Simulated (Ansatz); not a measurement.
## twin(11-21) boundary in hcp Ru with Ti (substitutional): structure and resistance

Aim: the relaxed structure and the specific resistance of the twin(11-21) boundary in hcp Ru with Ti (substitutional).

Program: Ansatz 0.2.0. Level of theory: Ansatz plane-wave DFT, PBE, PAW files; relaxation of a bicrystal slab with its lowest layers held; PAW set soft_1, in the first sound run; inputs show where later runs differ. Results are calculated unless marked as measured.

## Step 1: The starting structure

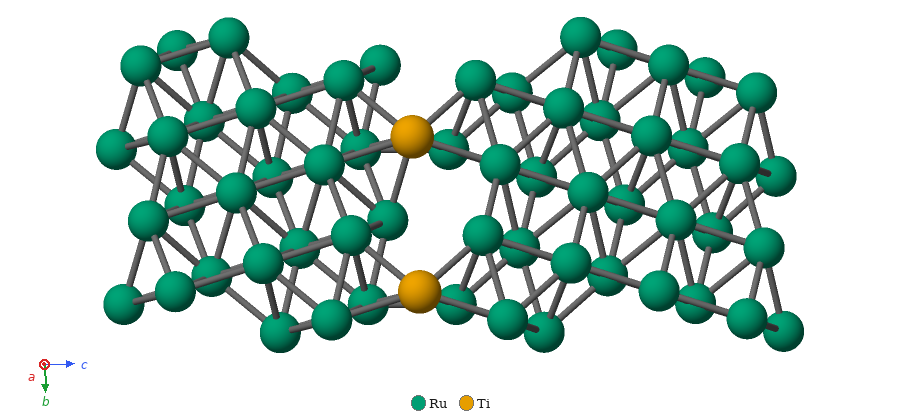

Start, viewed from the side, with the c axis across the page; ruthenium teal, titanium orange. 1×2×1 cells are drawn.

The cell holds 30 atoms: 29 Ru and 1 Ti. Cell: a = 4.687 Å, b = 5.065 Å, c = 30.351 Å, α = 90.0°, β = 90.0°, γ = 62.4°. It derives from Ru. built on the (1 1 1) plane; 2 overlapping atoms removed and the grains opened by 0 Å. Vacuum lies along c.

## Step 2: Relaxing the bicrystal

The boundary is built by mirroring the lower grain in the boundary plane and removing any atoms that overlap; then the Ti is put in at the boundary. A thin bicrystal slab is relaxed first, with the lowest layers held and the upper grain free to shift and open.

The input, input.yaml:

```yaml
crystal:
  lattice:
    - [4.6865830751, 0.0, 0.0]
    - [2.3432915376, 4.4905462942, 0.0]
    - [0.0, 0.0, 30.350593883]
  atoms:
    - { symbol: Ru, position: [0.1443624965, 0.7946083403, 0.1647414222] }
    - { symbol: Ru, position: [0.5837211773, 0.2492243119, 0.1859937179] }
    - { symbol: Ru, position: [0.6897465249, 0.7038402836, 0.2072460136] }
    - { symbol: Ru, position: [0.1291052056, 0.1584562552, 0.2284983093] }
    - { symbol: Ru, position: [0.2351305532, 0.6130722268, 0.249750605] }
    - { symbol: Ru, position: [0.674489234, 0.0676881985, 0.2710029007] }
    - { symbol: Ru, position: [0.7805145816, 0.5223041701, 0.2922551964] }
    - { symbol: Ru, position: [0.2198732624, 0.9769201418, 0.3135074921] }
    - { symbol: Ru, position: [0.32589861, 0.4315361134, 0.3347597878] }
    - { symbol: Ru, position: [0.7652572907, 0.8861520851, 0.3560120835] }
    - { symbol: Ru, position: [0.8712826383, 0.3407680567, 0.3772643792] }
    - { symbol: Ru, position: [0.3106413191, 0.7953840284, 0.398516675] }
    - { symbol: Ru, position: [0.4166666667, 0.25, 0.4197689707] }
    - { symbol: Ti, position: [0.8560253475, 0.7046159716, 0.4410212664] }
    - { symbol: Ru, position: [0.3106413191, 0.7953840284, 0.4835258578] }
    - { symbol: Ru, position: [0.8712826383, 0.3407680567, 0.5047781535] }
    - { symbol: Ru, position: [0.7652572907, 0.8861520851, 0.5260304492] }
    - { symbol: Ru, position: [0.32589861, 0.4315361134, 0.5472827449] }
    - { symbol: Ru, position: [0.2198732624, 0.9769201418, 0.5685350406] }
    - { symbol: Ru, position: [0.7805145816, 0.5223041701, 0.5897873363] }
    - { symbol: Ru, position: [0.674489234, 0.0676881985, 0.611039632] }
    - { symbol: Ru, position: [0.2351305532, 0.6130722268, 0.6322919277] }
    - { symbol: Ru, position: [0.1291052056, 0.1584562552, 0.6535442234] }
    - { symbol: Ru, position: [0.6897465249, 0.7038402836, 0.6747965192] }
    - { symbol: Ru, position: [0.5837211773, 0.2492243119, 0.6960488149] }
    - { symbol: Ru, position: [0.1443624965, 0.7946083403, 0.7173011106] }
    - { symbol: Ru, position: [0.0383371489, 0.3399923686, 0.7385534063] }
    - { symbol: Ru, position: [0.5989784681, 0.885376397, 0.759805702] }
    - { symbol: Ru, position: [0.4929531205, 0.4307604253, 0.7810579977] }
    - { symbol: Ru, position: [0.0535944398, 0.9761444537, 0.8023102934] }
kpoints:
  mp_grid: { grid: [6, 6, 1] }
hamiltonian:
  xc: pbe
  pseudopotentials: { kind: paw, azcp: { folder: soft_1 } }
scf:
  occupations: { method: fermi_dirac, width: 0.1 }
relax:
  f_tol: 0.03
  max_steps: 80
  constraints: [{ sites: [0, 1, 2, 3, 4, 5] }]
```

The run is started by

```sh
ansatz run input.yaml --threads 4 --pin off --max-ram 15360MiB --backend cpu --events-out ev --progress --plain --runs-dir out
```

Numbers of over 12 decimals in the logs are rounded to 6 here.

The log of the run:

```text
Engine: ansatz 0.2.0, aarch64-unknown-linux-gnu
Pseudopotentials: kind: paw
Pseudopotential: Ru, paw, valence charge 16, recommended cutoff 420 eV (normal), soft_1/Ru.paw.azcp
Pseudopotential: Ti, paw, valence charge 12, recommended cutoff 420 eV (normal), soft_1/Ti.paw.azcp
Functional definition: PBE
  parameter kappa = 0.804
  parameter beta = 0.066725
  exchange = pbe_x(kappa = kappa, mu = beta*pi^2/3)
  correlation = pbe_c(beta = beta)
Crystal: 30 atoms, lattice volume = 638.738 Å³
Basis set: ecut = 420 eV, 12485 PW (Γ), exchange–correlation on 64×72×432 points (8 copies of the dense FFT grid, shifted against one another)
Bands: 286, of which v1, the nominal top of the filled ones, is band 238 counted from 1 (237 counted from 0)
Symmetry: 1 space group operations
Space group: P1 (ITA 1), of the structure as read, at distance tolerance 8.6e-5 Å
k-points: 20 of 36 (time reversal used)
Non-local potential: Ru, projectors of the file, l = 0: 3, l = 1: 2, l = 2: 2, l = 3: 1
Non-local potential: Ti, projectors of the file, l = 0: 3, l = 1: 2, l = 2: 3, l = 3: 1
PAW form: soft (Blöchl's): semilocal exchange-correlation on the pseudo side does not see the compensation charge
PAW one-centre angular grid: Ru, 590 points (default); XC on 64 Gauss nodes
PAW one-centre angular grid: Ti, 590 points (default); XC on 64 Gauss nodes
Initial density: superposition of atomic densities (neutral atoms: chi_scale 0, normalization atom)
Initial wavefunctions: pseudopotential atomic-orbital guess
Functional: x = pbe(κ = 0.804, μ = 0.219515), c = pbe(β = 0.066725)
SCF iter   1: F=—  HF=-172994.786453 eV  |F-HF|=—  |Δ(HF+E_count)|=         —  Δρ=1.09e-1  dr2=4.73e2  ethr=3.10e-3  ⟨swp⟩=7.3  Hψ=22339  notcnv=0  defer=5
preconditioner: auto → LDOS  [metal: Δε(μ)=0.005 eV  Ē_g=4.737 eV  σ=0.100 eV  W_gap=0.01  n_scr=178 (ndim 8)  ℏωp=22.6 eV  f_vac=0.296  D(μ)=27.18/eV (n_scr^D=222)  β→1.0]
SCF iter   2: F=—  HF=-172996.206821 eV  |F-HF|=—  |Δ(HF+E_count)|=    1.42e0  Δρ=1.06e-1  dr2=1.93e2  ethr=3.10e-3  ⟨swp⟩=4.0  Hψ=15826  notcnv=0  defer=6
SCF iter   3: F=—  HF=-172972.699271 eV  |F-HF|=—  |Δ(HF+E_count)|=    2.35e1  Δρ=1.27e-2  dr2=2.08e0  ethr=3.10e-3  ⟨swp⟩=3.0  Hψ=12928  notcnv=0  defer=26
SCF iter   4: F=—  HF=-172972.462245 eV  |F-HF|=—  |Δ(HF+E_count)|=   2.37e-1  Δρ=2.92e-3  dr2=1.39e-1  ethr=4.38e-4  ⟨swp⟩=2.8  Hψ=9652  notcnv=0  defer=18
SCF iter   5: F=—  HF=-172972.461862 eV  |F-HF|=—  |Δ(HF+E_count)|=   3.83e-4  Δρ=1.59e-3  dr2=3.86e-2  ethr=2.93e-5  ⟨swp⟩=2.5  Hψ=9619  notcnv=0  defer=18
SCF iter   6: F=—  HF=-172972.456524 eV  |F-HF|=—  |Δ(HF+E_count)|=   5.34e-3  Δρ=5.09e-4  dr2=3.83e-3  ethr=8.11e-6  ⟨swp⟩=3.2  Hψ=9875  notcnv=0  defer=18
SCF iter   7: F=—  HF=-172972.457975 eV  |F-HF|=—  |Δ(HF+E_count)|=   1.45e-3  Δρ=1.93e-4  dr2=5.28e-4  ethr=8.05e-7  ⟨swp⟩=2.0  Hψ=8140  notcnv=0  defer=18
SCF iter   8: F=—  HF=-172972.457965 eV  |F-HF|=—  |Δ(HF+E_count)|=   9.95e-6  Δρ=6.64e-5  dr2=9.63e-5  ethr=1.11e-7  ⟨swp⟩=2.2  Hψ=9124  notcnv=0  defer=18
SCF iter   9: F=-172972.457961 eV  HF=-172972.457967 eV  |F-HF|=6.68e-6  |Δ(HF+E_count)|=   2.39e-6  Δρ=2.94e-5  dr2=1.38e-5  ethr=4.73e-9  ⟨swp⟩=5.0  Hψ=20101  notcnv=0
SCF 1 converged in 9 iterations: F = -172972.457961 eV  dr2 = 1.38e-5
  greatest PAW one-centre occupation: 1.000 electrons in one spin orbital (limit 2), on the Ru atom at site 11 (counted from 0), in its partial waves of l = 0
relax step   1: F+E_penalty+E_count = -172972.45796080 eV  Δ(F+E_penalty+E_count) = +0.000e0 eV  max|allowed force component| = 1.597e0 eV/Å  Δτ_max = 0.0000 Å  (9 SCF iters, dr2 threshold 2.25e-5 eV, accepted)
Initial density: handed on by an earlier stage of this run
Initial wavefunctions: those handed on with the density
iter 1 solved again at ethr=5.79e-4 eV; its pass at ethr=3.10e-3 eV (dr2=2.76e0 eV) is discarded
SCF iter   1: F=—  HF=-172973.084822 eV  |F-HF|=—  |Δ(HF+E_count)|=         —  Δρ=1.16e-2  dr2=2.87e0  ethr=5.79e-4  ⟨swp⟩=1.0  Hψ=18239  notcnv=0  defer=13
preconditioner: auto → LDOS  [metal: Δε(μ)=0.009 eV  Ē_g=4.343 eV  σ=0.100 eV  W_gap=0.02  n_scr=178 (ndim 8)  ℏωp=22.6 eV  f_vac=0.300  D(μ)=33.47/eV (n_scr^D=326)  β→1.0]
SCF iter   2: F=—  HF=-172972.988395 eV  |F-HF|=—  |Δ(HF+E_count)|=   9.64e-2  Δρ=3.89e-3  dr2=1.54e-1  ethr=5.79e-4  ⟨swp⟩=2.2  Hψ=6583  notcnv=0  defer=13
SCF iter   3: F=—  HF=-172972.975128 eV  |F-HF|=—  |Δ(HF+E_count)|=   1.33e-2  Δρ=2.36e-3  dr2=5.72e-2  ethr=3.23e-5  ⟨swp⟩=3.0  Hψ=13205  notcnv=0  defer=13
SCF iter   4: F=—  HF=-172972.961334 eV  |F-HF|=—  |Δ(HF+E_count)|=   1.38e-2  Δρ=6.23e-4  dr2=2.49e-3  ethr=1.20e-5  ⟨swp⟩=2.0  Hψ=8138  notcnv=0  defer=13
SCF iter   5: F=—  HF=-172972.960867 eV  |F-HF|=—  |Δ(HF+E_count)|=   4.67e-4  Δρ=1.13e-4  dr2=1.30e-4  ethr=5.23e-7  ⟨swp⟩=2.1  Hψ=9285  notcnv=0  defer=13
SCF iter   6: F=-172972.960869 eV  HF=-172972.960878 eV  |F-HF|=8.45e-6  |Δ(HF+E_count)|=   1.09e-5  Δρ=5.02e-5  dr2=2.89e-5  ethr=2.10e-8  ⟨swp⟩=2.9  Hψ=23539  notcnv=0
SCF 2 converged in 6 iterations: F = -172972.960869 eV  dr2 = 2.89e-5
relax step   2: F+E_penalty+E_count = -172972.96086933 eV  Δ(F+E_penalty+E_count) = -5.029e-1 eV  max|allowed force component| = 8.503e-1 eV/Å  Δτ_max = 0.1953 Å  (6 SCF iters, dr2 threshold 1.00e-4 eV, accepted)
SCF iter   1: F=—  HF=-172973.901720 eV  |F-HF|=—  |Δ(HF+E_count)|=         —  Δρ=2.34e-2  dr2=3.49e1  ethr=3.10e-3  ⟨swp⟩=6.0  Hψ=15213  notcnv=0  defer=1
preconditioner: auto → LDOS  [metal: Δε(μ)=0.003 eV  Ē_g=4.385 eV  σ=0.100 eV  W_gap=0.01  n_scr=178 (ndim 8)  ℏωp=22.6 eV  f_vac=0.305  D(μ)=32.19/eV (n_scr^D=294)  β→1.0]
SCF iter   2: F=—  HF=-172973.448690 eV  |F-HF|=—  |Δ(HF+E_count)|=   4.53e-1  Δρ=1.02e-2  dr2=1.08e0  ethr=3.10e-3  ⟨swp⟩=2.0  Hψ=7384  notcnv=0  defer=14
SCF iter   3: F=—  HF=-172973.318532 eV  |F-HF|=—  |Δ(HF+E_count)|=   1.30e-1  Δρ=6.45e-3  dr2=5.71e-1  ethr=2.27e-4  ⟨swp⟩=3.4  Hψ=12766  notcnv=0  defer=14
SCF iter   4: F=—  HF=-172973.226024 eV  |F-HF|=—  |Δ(HF+E_count)|=   9.25e-2  Δρ=8.87e-4  dr2=9.49e-3  ethr=1.20e-4  ⟨swp⟩=2.1  Hψ=9900  notcnv=0  defer=15
SCF iter   5: F=—  HF=-172973.223887 eV  |F-HF|=—  |Δ(HF+E_count)|=   2.14e-3  Δρ=2.42e-4  dr2=8.92e-4  ethr=1.99e-6  ⟨swp⟩=2.9  Hψ=11058  notcnv=0  defer=15
SCF iter   6: F=—  HF=-172973.224093 eV  |F-HF|=—  |Δ(HF+E_count)|=   2.05e-4  Δρ=9.12e-5  dr2=7.28e-5  ethr=1.87e-7  ⟨swp⟩=2.6  Hψ=9429  notcnv=0  defer=15
SCF iter   7: F=-172973.224113 eV  HF=-172973.224127 eV  |F-HF|=1.43e-5  |Δ(HF+E_count)|=   3.45e-5  Δρ=3.41e-5  dr2=2.13e-5  ethr=9.49e-9  ⟨swp⟩=5.0  Hψ=19944  notcnv=0
SCF 3 converged in 7 iterations: F = -172973.224113 eV  dr2 = 2.13e-5
relax step   3: F+E_penalty+E_count = -172973.22411283 eV  Δ(F+E_penalty+E_count) = -2.632e-1 eV  max|allowed force component| = 4.007e-1 eV/Å  Δτ_max = 0.1949 Å  (7 SCF iters, dr2 threshold 4.52e-5 eV, accepted)
[...]
relax step   4: F+E_penalty+E_count = -172973.28680231 eV  Δ(F+E_penalty+E_count) = -6.269e-2 eV  max|allowed force component| = 1.673e-1 eV/Å  Δτ_max = 0.1203 Å  (6 SCF iters, dr2 threshold 3.56e-5 eV, accepted)
[...]
relax step   5: F+E_penalty+E_count = -172973.29382489 eV  Δ(F+E_penalty+E_count) = -7.023e-3 eV  max|allowed force component| = 8.135e-2 eV/Å  Δτ_max = 0.0739 Å  (7 SCF iters, dr2 threshold 4.88e-6 eV, accepted)
[...]
relax step   6: F+E_penalty+E_count = -172973.29775781 eV  Δ(F+E_penalty+E_count) = -3.933e-3 eV  max|allowed force component| = 4.801e-2 eV/Å  Δτ_max = 0.0241 Å  (5 SCF iters, dr2 threshold 1.15e-6 eV, accepted)
SCF iter   1: F=—  HF=-172973.297577 eV  |F-HF|=—  |Δ(HF+E_count)|=         —  Δρ=5.00e-4  dr2=1.57e-3  ethr=3.18e-6  ⟨swp⟩=2.0  Hψ=10043  notcnv=0  defer=16
preconditioner: auto → LDOS  [metal: Δε(μ)=0.001 eV  Ē_g=4.400 eV  σ=0.100 eV  W_gap=0.00  n_scr=178 (ndim 8)  ℏωp=22.6 eV  f_vac=0.307  D(μ)=32.43/eV (n_scr^D=298)  β→1.0]
SCF iter   2: F=—  HF=-172973.297440 eV  |F-HF|=—  |Δ(HF+E_count)|=   1.38e-4  Δρ=2.68e-4  dr2=4.11e-4  ethr=3.30e-7  ⟨swp⟩=2.4  Hψ=11075  notcnv=0  defer=16
SCF iter   3: F=—  HF=-172973.297289 eV  |F-HF|=—  |Δ(HF+E_count)|=   1.50e-4  Δρ=6.16e-5  dr2=3.45e-5  ethr=8.64e-8  ⟨swp⟩=2.9  Hψ=11640  notcnv=0  defer=16
SCF iter   4: F=—  HF=-172973.298248 eV  |F-HF|=—  |Δ(HF+E_count)|=   9.58e-4  Δρ=1.90e-5  dr2=3.60e-6  ethr=7.24e-9  ⟨swp⟩=2.7  Hψ=10053  notcnv=0  defer=16
SCF iter   5: F=-172973.298247 eV  HF=-172973.298247 eV  |F-HF|=1.35e-8  |Δ(HF+E_count)|=   9.68e-7  Δρ=4.37e-6  dr2=8.77e-8  ethr=2.10e-11  ⟨swp⟩=3.9  Hψ=26860  notcnv=0
SCF 7 converged in 5 iterations: F = -172973.298247 eV  dr2 = 8.77e-8
relax step   7: F+E_penalty+E_count = -172973.29824680 eV  Δ(F+E_penalty+E_count) = -4.890e-4 eV  max|allowed force component| = 1.013e-2 eV/Å  Δτ_max = 0.0064 Å  (5 SCF iters, accepted)
SCF converged after 5 iterations
Free energy (F): -172973.298247 eV
Harris-Foulkes:  -172973.298247 eV  (|F-HF|=1.35e-8)
Internal energy: -172972.226859 eV  (E = F + TS)
E sigma→0 (E₀):  -172972.762553 eV
Entropy (-TS):   -1.071388 eV (-35.713 meV/atom)
Fermi energy:    13.183447 eV
--- Per-component energies (eV) ---
  E_band       = -6424.215754
  E_kinetic    = 13603.371422
  E_local      = -612848.664462  (includes V_loc(G=0)·N_el)
  E_nonlocal   = 12050.731056
  E_hartree    = 297804.292858
  E_xc         = -5030.067232
  E_vxc        = -6357.731311  (∫ρ·V_xc dr)
  E_paw        = -102593.412424  (= ΣΔE_a)
  E_vpaw       = -8480.549381  (= ΣTr[D̂ρ^β])
  E_aug_tail   = 0.018374  (compensation charges beyond the density's cutoff)
  E_ewald      = 224041.503548
  E_smearing   = -1.071388  (= −TS)
  E_closure    = 0.000000  (closes the sum)
  Σ components = -172973.298247   (vs F -172973.298247, Δ=0.00e0)
--- Forces (eV/Å), atoms counted from 1 ---
  atom   1  Ru     0.19062201    -0.05684597     1.54035160
  atom   2  Ru    -0.14940823    -0.00812553     0.47718453
  atom   3  Ru     0.11026726     0.24161051    -0.43363712
  atom   4  Ru     0.08498405    -0.22558164    -0.86856658
  atom   5  Ru    -0.33904340    -0.00488866    -0.32179803
  atom   6  Ru     0.09416715     0.05572157    -0.38926239
  atom   7  Ru     0.00641009    -0.00035537     0.00002567
  atom   8  Ru    -0.00068532     0.00093982    -0.00189719
  atom   9  Ru     0.00221891    -0.00062703    -0.00636675
  atom  10  Ru     0.00485290     0.00353406    -0.00171435
  atom  11  Ru    -0.01012947    -0.00222535     0.00592412
  atom  12  Ru     0.00377067     0.00831958    -0.00370559
  atom  13  Ru     0.00287075    -0.00104553     0.00084017
  atom  14  Ti    -0.00295953    -0.00558575     0.00025326
  atom  15  Ru    -0.00356030    -0.00343690    -0.00272347
  atom  16  Ru     0.00274801    -0.00287907     0.00617596
  atom  17  Ru     0.00194674     0.00211107     0.00183368
  atom  18  Ru    -0.00432874    -0.00017701     0.00330500
  atom  19  Ru     0.00107474    -0.00091964     0.00484172
  atom  20  Ru    -0.00303548    -0.00011420     0.00261693
  atom  21  Ru     0.00429298    -0.00091273    -0.00066187
  atom  22  Ru     0.00081142     0.00080961    -0.00069303
  atom  23  Ru    -0.00081630     0.00101613     0.00015698
  atom  24  Ru     0.00072376     0.00210188    -0.00207422
  atom  25  Ru     0.00127806    -0.00062285    -0.00299452
  atom  26  Ru     0.00005930    -0.00060677    -0.00101324
  atom  27  Ru    -0.00083394     0.00076048    -0.00005175
  atom  28  Ru    -0.00024235    -0.00081694    -0.00290103
  atom  29  Ru     0.00312195    -0.00183049     0.00051613
  atom  30  Ru    -0.00116395     0.00069835    -0.00388911
  max |Σ_I F_I| component: 7.55e-5 eV/Å
--- Relaxed structure (7 steps of the walk, 7 accepted, 0 SCFs on fresh bases) ---
  F+E_penalty+E_count = -172973.29824680 eV   max|allowed force component| = 1.013e-2 eV/Å
  atoms:
    - { symbol: Ru, position: [0.144362, 0.7946083403, 0.164741] }
    - { symbol: Ru, position: [0.583721, 0.249224, 0.185994] }
    - { symbol: Ru, position: [0.689747, 0.703840, 0.207246] }
    - { symbol: Ru, position: [0.1291052056, 0.158456, 0.228498] }
    - { symbol: Ru, position: [0.235131, 0.6130722268, 0.249751] }
    - { symbol: Ru, position: [0.674489, 0.0676881985, 0.271003] }
    - { symbol: Ru, position: [0.780858, 0.520416, 0.293508] }
    - { symbol: Ru, position: [0.219831, 0.979454, 0.312773] }
    - { symbol: Ru, position: [0.321317, 0.435529, 0.336106] }
    - { symbol: Ru, position: [0.761071, 0.896084, 0.356581] }
    - { symbol: Ru, position: [0.874659, 0.339037, 0.378324] }
    - { symbol: Ru, position: [0.315161, 0.799641, 0.396601] }
    - { symbol: Ru, position: [0.418154, 0.261087, 0.437264] }
    - { symbol: Ti, position: [0.879076, 0.700085, 0.436757] }
    - { symbol: Ru, position: [0.314775, 0.800676, 0.477019] }
    - { symbol: Ru, position: [0.874543, 0.338585, 0.495140] }
    - { symbol: Ru, position: [0.759920, 0.896715, 0.516846] }
    - { symbol: Ru, position: [0.321057, 0.435170, 0.537153] }
    - { symbol: Ru, position: [0.219139, 0.979911, 0.560738] }
    - { symbol: Ru, position: [0.779095, 0.523455, 0.580377] }
    - { symbol: Ru, position: [0.672305, 0.070507, 0.602835] }
    - { symbol: Ru, position: [0.233182, 0.613444, 0.623251] }
    - { symbol: Ru, position: [0.125629, 0.160270, 0.645583] }
    - { symbol: Ru, position: [0.687344, 0.704312, 0.666551] }
    - { symbol: Ru, position: [0.579506, 0.251829, 0.688167] }
    - { symbol: Ru, position: [0.138476, 0.796992, 0.709055] }
    - { symbol: Ru, position: [0.037839, 0.342000, 0.732243] }
    - { symbol: Ru, position: [0.598528, 0.892286, 0.752924] }
    - { symbol: Ru, position: [0.487429, 0.437378, 0.771557] }
    - { symbol: Ru, position: [0.053561, 0.975923, 0.789861] }
```

It took 16 min on 4 threads of Arm Neoverse V1, shared host; peak memory 4.7 GiB; 63 min of CPU time.

Relaxation path:

```csv
step,energy less that of the first step (eV),largest force component (eV/Å)
1,0.0000,1.5970
2,-0.5029,0.8503
3,-0.7662,0.4007
4,-0.8288,0.1673
5,-0.8359,0.0813
6,-0.8398,0.0480
7,-0.8403,0.0101
```

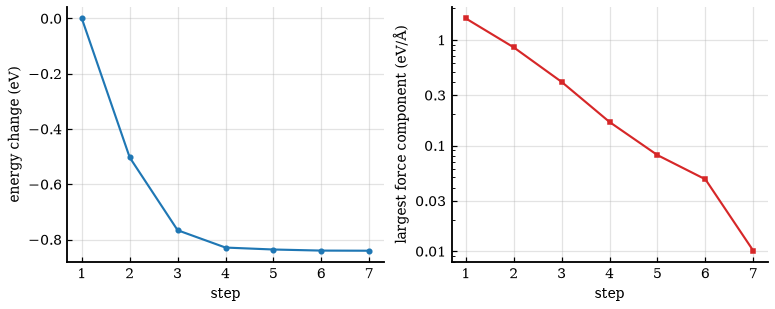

Energy and largest force along the relaxation.

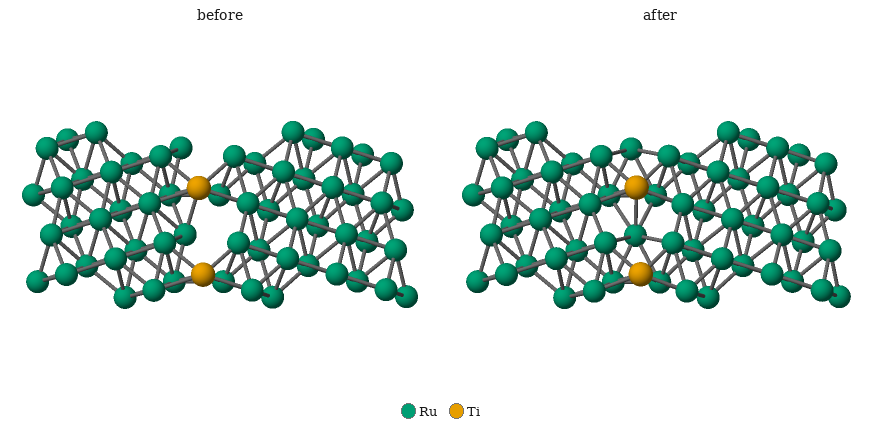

The structure before and after the relaxation, drawn at the same scale.

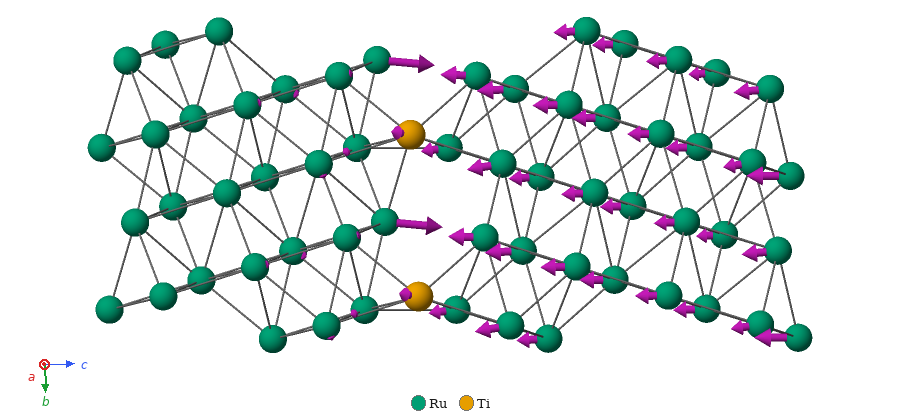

Displacements in the relaxation, exaggerated; the longest in the cell stands for 0.53 Å. 1×2×1 cells are drawn.

The atoms that moved most (Å):

```csv
atom,dx,dy,dz,length
Ru13,0.033,0.050,0.531,0.534
Ru30,-0.001,-0.001,-0.378,0.378
Ru18,-0.014,0.016,-0.307,0.308
Ru16,0.010,-0.010,-0.293,0.293
Ru29,-0.010,0.030,-0.288,0.290
Ru20,-0.004,0.005,-0.286,0.286
Ru17,0.000,0.047,-0.279,0.283
Ru22,-0.008,0.002,-0.274,0.275
```

This step gave:

| Property | Result |
| --- | --- |
| free energy | -172973.2982 eV |
| energy at zero smearing | -172972.7626 eV |
| Fermi energy | 13.18 eV |

The largest force component on a free atom ends at 0.010 eV/Å, under the tolerance of 0.03, after 7 steps.

(Part 1 of 2 ends here.)

[Logs are printed without paths, hosts, clocks, repeated set-up lines and the standing remarks that a program may print on its own settings, such as how far it seeks lower states.]

[Hosts, paths, dates, database ids (printed as entryN), source tags and the programs' standing remarks are cut or masked in the printed files.]
